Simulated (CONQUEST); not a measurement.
# Energy of AlN along an even scaling of the cell

System: AlN (P6₃mc, 8 atoms in the cell).
Method: Kohn-Sham DFT of a periodic cell, PBE, PseudoDojo NC PBE, no spin polarisation (CONQUEST 1.3).

The 7 runs differ only in the geometry, by an even scaling of the cell at fixed fractional positions. The structure derives from an entry of the Crystallography Open Database.

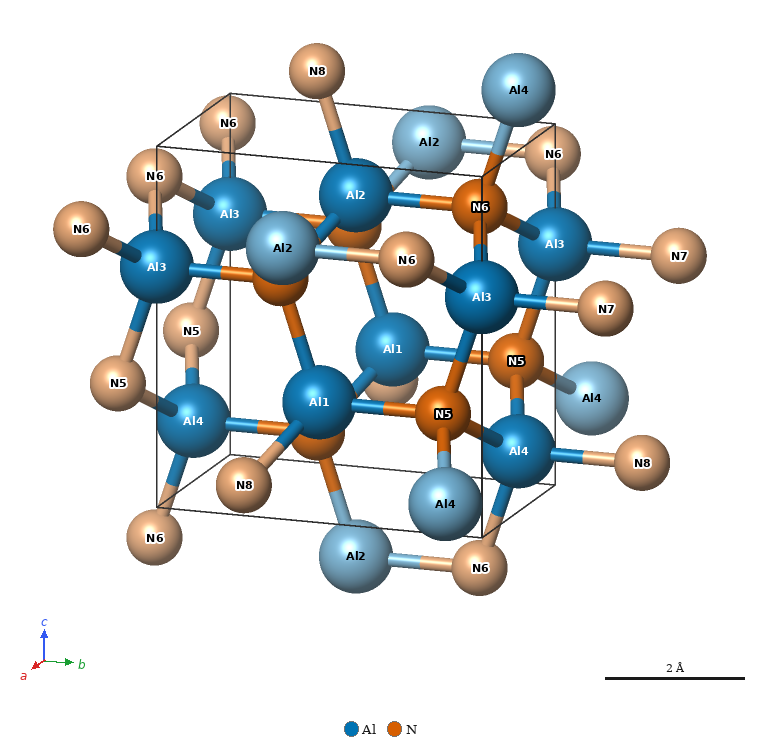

Figure 1. The structure of run 4 (ball-and-stick view of the cell of the calculation, seen slightly off an axis; neighbours outside the cell are drawn fainter; atoms are numbered from 1 in the order of the input).

**Input of run 4**
```
IO.Title AlN
IO.Coordinates coords.dat
IO.FractionalAtomicCoords T
IO.Iprint 2
IO.Iprint_init 1
General.NumberOfSpecies 2
General.PseudopotentialType hamann
AtomMove.TypeOfRun static
AtomMove.FullStress T
Grid.PointsAlongX 36
Grid.PointsAlongY 60
Grid.PointsAlongZ 60
DM.SolutionMethod diagon
Diag.MPMesh T
Diag.GammaCentred T
Diag.MPMeshX 9
Diag.MPMeshY 6
Diag.MPMeshZ 5
Diag.kT 0.00183747
minE.SCTolerance 1e-6
SC.MaxIters 100
IO.AtomChargeOutput T
%block ChemicalSpeciesLabel
1 26.980 Al
2 14.010 N
%endblock
```

Command:
```bash
Conquest
```

Lattice vectors (Å) and fractional positions of run 4:
```
   3.113000    0.000000    0.000000
   0.000000    4.981000    0.000000
   0.000000    0.000000    5.391874
Al  0.000000  0.500000  0.333333
Al  0.500000  0.500000  0.833333
Al  0.000000  0.000000  0.666667
Al  0.500000  0.000000  0.166667
N   0.000000  0.880000  0.333333
N   0.500000  0.880000  0.833333
N   0.000000  0.380000  0.666667
N   0.500000  0.380000  0.166667
```

Run 3 has the same physical settings and fractional positions; its lattice vectors (Å) are:
```
   3.092107    0.000000    0.000000
   0.000000    4.947569    0.000000
   0.000000    0.000000    5.355686
```

**Results, with one run withheld**

```csv
run,volume per atom (Å³),"free energy per atom, from the lowest run given (meV)",pressure (GPa),gap on the mesh (eV)
1,9.824,95.31,27.07,4.75
2,10.033,64.15,20.76,4.55
3,10.242,?,?,?
4,10.451,22.09,11.84,4.17
5,10.660,9.23,7.65,3.98
6,10.869,1.96,3.52,3.81
7,11.078,0.00,−0.17,3.64
```

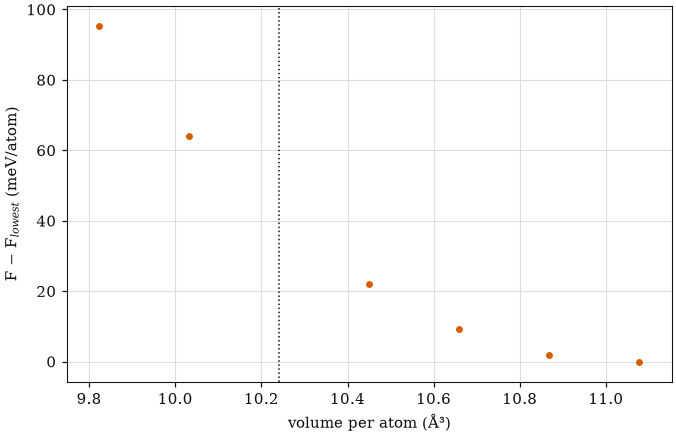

Figure 2. Free energy per atom of the runs given; the dotted line marks run 3.

Fit the runs given and predict run 3.

A cubic polynomial in V^(−2/3) (the Birch–Murnaghan form), fitted to the 6 runs given, misses them by at most 0.28 meV per atom. With x = V^(−2/3) − 0.20894 Å⁻², it reads F = 20.412 + 5307.7 x + 3.3472e+05 x² − 1.1378e+06 x³ (meV per atom). At run 3 it gives 40.02 meV per atom, and the run itself gives 40.15. The slope of the fit gives a pressure −dF/dV of 16.25 GPa there, and the run prints 16.07 GPa. The two needn't agree exactly: the fit is approximate, and the printed stress is taken on a finite basis. The fit has its minimum at 11.072 Å³ per atom, where V d²F/dV² gives 188 GPa. Cell shape and fractional positions are held, so this is the stiffness under even scaling; the relaxed bulk modulus wasn't computed. The gap on the mesh goes, without turning, from 4.75 eV in run 1 to 3.64 eV in run 7; run 3 has 4.35 eV. These are gaps of this functional on this mesh, which can miss the band edges; they aren't the measured gap.

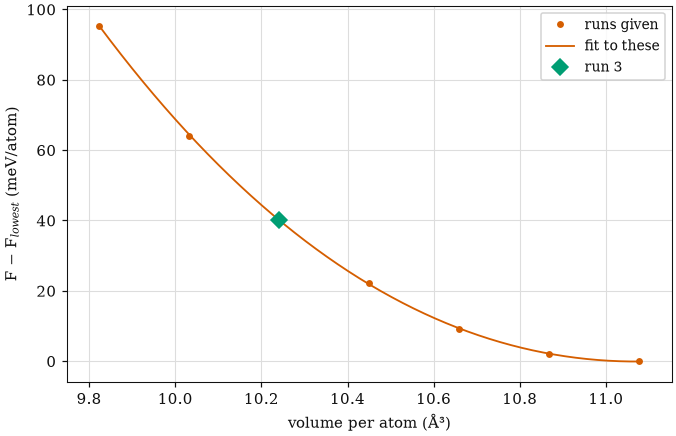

Figure 3. The fit and the withheld run.

**Some lines of the output (run 3)**
```
[...]
      Using Fermi-Dirac smearing
          DFT Total Energy                 :       -50.498897606678028 Ha
          DFT Total Energy                 :       -50.956584136710745 Ha
          DFT Total Energy                 :       -51.005360549018114 Ha
          DFT Total Energy                 :       -51.005581333338370 Ha
          DFT Total Energy                 :       -51.005583305765938 Ha
          DFT Total Energy                 :       -51.005583321786069 Ha
          DFT Total Energy                 :       -51.005583323628947 Ha
      |* DFT total energy        =       -51.005583323628947 Ha
    force: Average pressure:     16.06967753 GPa
```

Notes: Points of doubt noted for this run: small atomic basis. With a small basis of atomic orbitals these values can differ much from converged plane-wave results.
